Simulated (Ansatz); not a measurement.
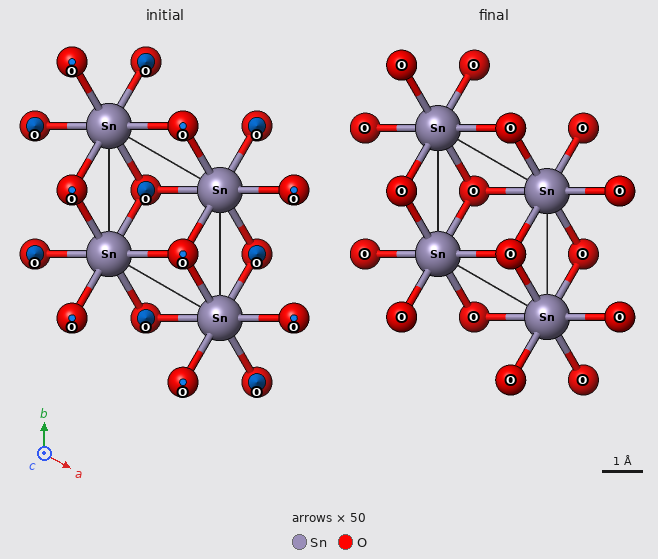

The structure of crystalline SnO2 (set up in P6_3/mmc) (coarse preliminary run) before (left) and after (right) a relaxation, at one scale. The blue arrows give the displacements (the part carried along by the change of the cell is left out), magnified 50 times.

A ball-and-stick model of the cell of the calculation, seen along the c axis.

The calculation used DFT LDA, scalar-relativistic, plane waves, PAW in Ansatz 0.2.0. Set-up: plane-wave cutoff 420 eV; k-point mesh 6 × 6 × 2; occupations gaussian; smearing width 0.1 eV; no spin polarisation; cell and atoms relaxed; force threshold 0.05 eV/Å; at most 80 steps.

Q: Describe what moved and what it gained.

A: Over 2 accepted moves (3 points after the start) the energy falls by 24.2 meV per atom. Largest force component: 0.69 eV/Å at the start, 0.048 eV/Å at the end. The pressure goes from −7.77 to −0.23 GPa. At 1 point the geometry stayed and the basis and grid were re-selected for the new cell (energy shift of 3.1 meV per atom at most each time). The largest moves relative to the cell, 0.020 Å, are those of O atoms. Sn stays in place. The volume changes by −4.3 %, with a = b 3.231 → 3.176 Å (−1.7 %), c 10.791 → 10.687 Å (−1.0 %). Among the contacts that change: O–Sn 2.124 → 2.082 Å. The space group stays P6_3/mmc (No. 194).

Limits of the set-up: layers or molecules are held without a dispersion correction, so their spacing is unreliable.
